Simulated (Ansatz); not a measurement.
NaF

Input file:

```
crystal:
  lattice:
    - [2.7457166213, 0.0, 0.0]
    - [0.0, 2.7457166213, 0.0]
    - [0.0, 0.0, 2.7957006962]
  atoms:
    - { symbol: Na, position: [0.0, 0.0, 0.0] }
    - { symbol: F, position: [0.5, 0.5, 0.5] }
kpoints:
  mp_grid: { grid: [10, 10, 10] }
  band_path:
    path:
      - [0.0, 0.0, 0.0]
      - [0.0, 0.5, 0.0]
      - [0.5, 0.5, 0.0]
      - [0.5, 0.5, 0.5]
      - [0.0, 0.5, 0.5]
    npoints: 1
hamiltonian:
  xc: r2scan
scf:
  occupations: { method: fixed }
  n_extra_bands: 4
output:
  forces: true
  stress: true
  eigenvalues: true
  write_density: true
  write_potential: true
  elf: true
  volumetric_format: npy
```

Run with:

```sh
ansatz run input.yaml --threads 4 --pin off --max-ram 3686MiB --backend cpu --events-out ev --progress --plain --runs-dir out
```

Below, planes, directions and counts refer to the conventional cell (a = 2.75 Å, b = 2.75 Å, c = 2.80 Å, α = 90.00°, β = 90.00°, γ = 90.00°).

Space group P4/mmm; started from the CsCl prototype, which need not be the ambient phase; changed on purpose from its base cell (epitaxial xy strain -1.7%); computed pressure about 2 GPa in this cell.

The calculation used DFT, r2SCAN, plane waves, PAW in Ansatz.

> What will maps of the valence pseudo-density and electron localisation function show?

Na–F (2.39 Å): ρ at the midpoint is about 0.13 e/Å³; the ELF is about 0.05 at the midpoint; an ionic contact with no shared pair.

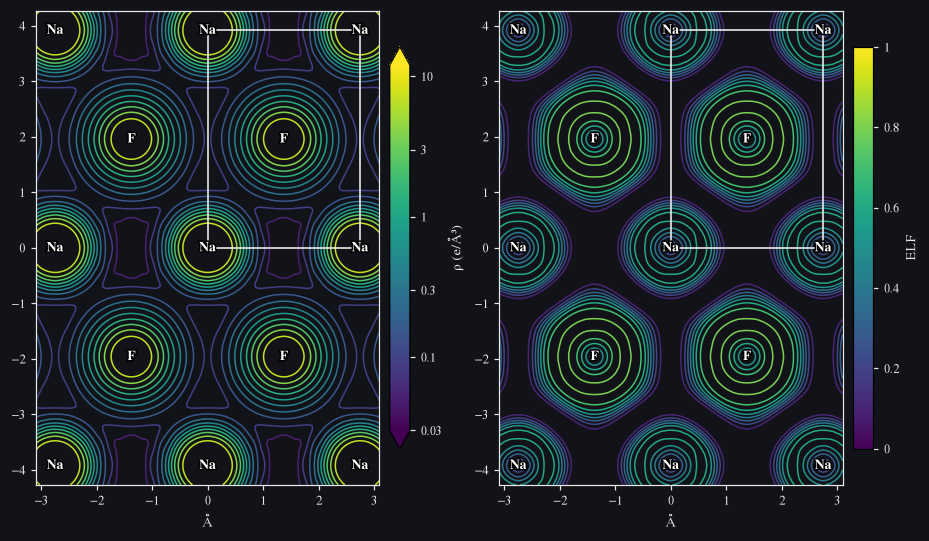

Computed valence pseudo-density and electron localisation function on the (011) plane of the conventional cell, in this order. 

The density is the valence pseudo-density of a PAW calculation; it isn't the true density close to the nuclei.
